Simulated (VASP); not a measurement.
**Geometry relaxation of SiC (part 2 of 2)**

SiC (2 atoms in the cell); Kohn-Sham DFT of a periodic cell, PBE, VASP PAW PBE potentials, recommended, no spin polarisation (VASP 6.6.1); cutoff 520 eV, 10×10×10 k-mesh, Gaussian smearing of 0.02 eV. It belongs to a series of runs on one base structure; here: strained cell.

Geometry of the input (Å; fractional positions):
```
0.0144  2.1824  2.1680
2.1824  0.0144  2.1680
2.1968  2.1968  0.0000
Si 0.0003  0.0003  -0.0003
C  0.2497  0.2497  0.2503
```

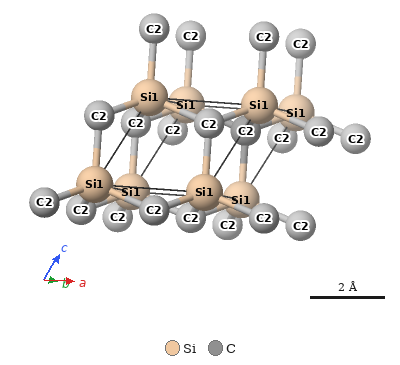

Figure 1. The geometry at step 1 of the log (ball-and-stick view of the reduced cell, seen at an oblique angle; neighbours outside the cell are drawn fainter; atoms are numbered from 1 in the order of the input).

### Parts of OUTCAR, continued
```
   LEPSILON=     F    determine dielectric tensor
   LRPA    =     F    only Hartree local field effects (RPA)
 conjugate gradient relaxation of ions
 non-spin polarized calculation
 Gauss-broadening in eV      SIGMA  =   0.02
  energy-cutoff  :      520.00
  volume of cell :       20.65
 maximum number of plane-waves:       568
   NGX = 11   NGY = 11   NGZ = 11

--------------------------------------- Ionic step        1  -------------------------------------------

 number of electron       8.0000001 magnetization

 Free energy of the ion-electron system (eV)
  ---------------------------------------------------
  ext. energy  EPLUGINS =         0.00000000
  ---------------------------------------------------
  free energy    TOTEN  =       -15.05348329 eV

  energy without entropy =      -15.05348329  energy(sigma->0) =      -15.05348329

------------------------ aborting loop because EDIFF is reached ----------------------------------------

  FORCE on cell =-STRESS in cart. coord.  units (eV):
  Direction    XX          YY          ZZ          XY          YZ          ZX
  --------------------------------------------------------------------------------------
  -------------------------------------------------------------------------------------
  Total        0.4067690      0.4067690      0.6183650     -0.4425527      0.0000000      0.0000000
  in kB       31.5605277     31.5605277     47.9779040    -34.3369257      0.0000000      0.0000000
  external PRESSURE =      37.0329865 kB  Pullay stress =       0.0000000 kB

 VOLUME and BASIS-vectors are now :
 -----------------------------------------------------------------------------
  energy-cutoff  :      520.00
  volume of cell :       20.65
      direct lattice vectors                 reciprocal lattice vectors
     0.014397422  2.182357522  2.167960101    -0.230631551  0.230631551  0.230631551
     2.182357522  0.014397422  2.167960101     0.230631551 -0.230631551  0.230631551
     2.196754943  2.196754943  0.000000000     0.227608456  0.227608456 -0.230631551

 POSITION                                       TOTAL-FORCE (eV/Angst)
 -----------------------------------------------------------------------------------
      2.19675      2.19675      0.00145         0.000000      0.000000      0.055856
      1.09838      1.09838      1.08253        -0.000000     -0.000000     -0.055856
 -----------------------------------------------------------------------------------
    total drift:                                0.000000      0.000000     -0.000073

  FREE ENERGIE OF THE ION-ELECTRON SYSTEM (eV)
  ---------------------------------------------------
  free  energy   TOTEN  =       -15.0534832877 eV

  energy  without entropy=      -15.0534832877  energy(sigma->0) =      -15.05348329

--------------------------------------- Ionic step        2  -------------------------------------------

 number of electron       8.0000001 magnetization

------------------------ aborting loop because EDIFF is reached ----------------------------------------

  FORCE on cell =-STRESS in cart. coord.  units (eV):
  Direction    XX          YY          ZZ          XY          YZ          ZX
  --------------------------------------------------------------------------------------
  -------------------------------------------------------------------------------------
  Total        0.4033313      0.4033313      0.6139665     -0.3965974      0.0000000      0.0000000
  in kB       31.2938029     31.2938029     47.6366381    -30.7713315      0.0000000      0.0000000
  external PRESSURE =      36.7414147 kB  Pullay stress =       0.0000000 kB

 VOLUME and BASIS-vectors are now :
 -----------------------------------------------------------------------------
  energy-cutoff  :      520.00
  volume of cell :       20.65
      direct lattice vectors                 reciprocal lattice vectors
     0.014397422  2.182357522  2.167960101    -0.230631551  0.230631551  0.230631551
     2.182357522  0.014397422  2.167960101     0.230631551 -0.230631551  0.230631551
     2.196754943  2.196754943  0.000000000     0.227608456  0.227608456 -0.230631551

 POSITION                                       TOTAL-FORCE (eV/Angst)
 -----------------------------------------------------------------------------------
      2.19675      2.19675      0.00414        -0.000000     -0.000000     -0.048022
      1.09838      1.09838      1.07984         0.000000      0.000000      0.048022
 -----------------------------------------------------------------------------------
    total drift:                                0.000000      0.000000      0.000205

  FREE ENERGIE OF THE ION-ELECTRON SYSTEM (eV)
  ---------------------------------------------------
  free  energy   TOTEN  =       -15.0535042268 eV

  energy  without entropy=      -15.0535042268  energy(sigma->0) =      -15.05350423

--------------------------------------- Ionic step        3  -------------------------------------------

 number of electron       8.0000001 magnetization

 Free energy of the ion-electron system (eV)
  ---------------------------------------------------
  ext. energy  EPLUGINS =         0.00000000
  ---------------------------------------------------
  free energy    TOTEN  =       -15.05356407 eV

  energy without entropy =      -15.05356407  energy(sigma->0) =      -15.05356407

 E-fermi :   8.2776     XC(G=0): -11.3652     alpha+bet :-16.4684

 val. band max:        8.1808515958   @ k =   0.0000   0.0000   0.0000
 cond. band min:       9.4364989779   @ k =   0.5000   0.5000   0.0000
 fundamental gap:      1.2556473822
 Fermi energy:         8.2775741294

 k-point     1 :       0.0000    0.0000    0.0000
  band No.  band energies     occupation
      1      -7.2894      2.00000
      2       8.0521      2.00000
      3       8.1585      2.00000
      4       8.1809      2.00000
      5      14.3480      0.00000
      6      15.3194      0.00000
      7      15.4811      0.00000
      8      15.5979      0.00000

 k-point     2 :       0.1000   -0.0000    0.0000
  band No.  band energies     occupation
      1      -7.0918      2.00000
      2       7.1758      2.00000
      3       7.9140      2.00000
      4       8.0297      2.00000
      5      14.5429      0.00000
      6      15.5700      0.00000
      7      15.7457      0.00000
      8      15.8849      0.00000

 k-point     3 :       0.2000   -0.0000    0.0000
  band No.  band energies     occupation
      1      -6.5075      2.00000
      2       5.0610      2.00000
      3       7.5984      2.00000
      4       7.7170      2.00000
      5      14.2595      0.00000
      6      15.9348      0.00000
      7      16.1064      0.00000
      8      17.0209      0.00000

 k-point     4 :       0.3000    0.0000    0.0000
  band No.  band energies     occupation
      1      -5.5720      2.00000
      2       2.7386      2.00000
      3       7.2752      2.00000
      4       7.3958      2.00000
      5      13.8464      0.00000
      6      15.7781      0.00000
      7      15.9661      0.00000
      8      17.9317      0.00000

 k-point     5 :       0.4000   -0.0000    0.0000
  band No.  band energies     occupation
      1      -4.4120      2.00000
      2       0.6660      2.00000
      3       7.0523      2.00000
      4       7.1738      2.00000
      5      13.5697      0.00000
      6      15.3814      0.00000
      7      15.5838      0.00000
      8      18.1779      0.00000

 [... the levels of 18 k-points are left out ...]

 k-point    24 :       0.4000    0.3000    0.0000
  band No.  band energies     occupation
      1      -4.1175      2.00000
      2       2.6021      2.00000
      3       5.0309      2.00000
      4       5.3515      2.00000
      5      10.9311      0.00000
      6      13.7602      0.00000
      7      19.7972      0.00000
      8      20.0391      0.00000

 [... further k-points ...]

------------------------ aborting loop because EDIFF is reached ----------------------------------------

  FORCE on cell =-STRESS in cart. coord.  units (eV):
  Direction    XX          YY          ZZ          XY          YZ          ZX
  --------------------------------------------------------------------------------------
  -------------------------------------------------------------------------------------
  Total        0.4042177      0.4042177      0.6154721     -0.4182277      0.0000000      0.0000000
  in kB       31.3625780     31.3625780     47.7534514    -32.4495870      0.0000000      0.0000000
  external PRESSURE =      36.8262024 kB  Pullay stress =       0.0000000 kB

 VOLUME and BASIS-vectors are now :
 -----------------------------------------------------------------------------
  energy-cutoff  :      520.00
  volume of cell :       20.65
      direct lattice vectors                 reciprocal lattice vectors
     0.014397422  2.182357522  2.167960101    -0.230631551  0.230631551  0.230631551
     2.182357522  0.014397422  2.167960101     0.230631551 -0.230631551  0.230631551
     2.196754943  2.196754943  0.000000000     0.227608456  0.227608456 -0.230631551

 POSITION                                       TOTAL-FORCE (eV/Angst)
 -----------------------------------------------------------------------------------
      2.19675      2.19675      0.00290         0.000000      0.000000      0.000109
      1.09838      1.09838      1.08108        -0.000000     -0.000000     -0.000109
 -----------------------------------------------------------------------------------
    total drift:                                0.000000      0.000000     -0.000152

  FREE ENERGIE OF THE ION-ELECTRON SYSTEM (eV)
  ---------------------------------------------------
  free  energy   TOTEN  =       -15.0535640677 eV

  energy  without entropy=      -15.0535640677  energy(sigma->0) =      -15.05356407

 reached required accuracy - stopping structural energy minimisation
```

### CONTCAR
```
SiC
   1.00000000000000
     0.0143974215000000    2.1823575220000002    2.1679601006000002
     2.1823575220000002    0.0143974215000000    2.1679601006000002
     2.1967549434999998    2.1967549434999998    0.0000000000000000
  Si              C
     1     1
Direct
     0.0006683885737820    0.0006683885737820    0.9993316114262180
     0.2493316114262180    0.2493316114262180    0.2506683885737820

  0.00000000E+00  0.00000000E+00  0.00000000E+00
  0.00000000E+00  0.00000000E+00  0.00000000E+00
```

### Trajectory as extended XYZ (Å, eV, eV/Å), 3 frames, from step=0 to step=2
```
2
Lattice="0.0144 2.1824 2.1680 2.1824 0.0144 2.1680 2.1968 2.1968 0.0000" Properties=species:S:1:pos:R:3:forces:R:3 step=0 energy=-15.05348
Si    2.1968    2.1968    0.0014    0.0000   0.0000   0.0559
C     1.0984    1.0984    1.0825    0.0000   0.0000  -0.0559
2
Lattice="0.0144 2.1824 2.1680 2.1824 0.0144 2.1680 2.1968 2.1968 0.0000" Properties=species:S:1:pos:R:3:forces:R:3 step=1 energy=-15.05350
Si    2.1968    2.1968    0.0041    0.0000   0.0000  -0.0480
C     1.0984    1.0984    1.0798    0.0000   0.0000   0.0480
2
Lattice="0.0144 2.1824 2.1680 2.1824 0.0144 2.1680 2.1968 2.1968 0.0000" Properties=species:S:1:pos:R:3:forces:R:3 step=2 energy=-15.05356
Si    2.1968    2.1968    0.0029    0.0000   0.0000   0.0001
C     1.0984    1.0984    1.0811    0.0000   0.0000  -0.0001
```
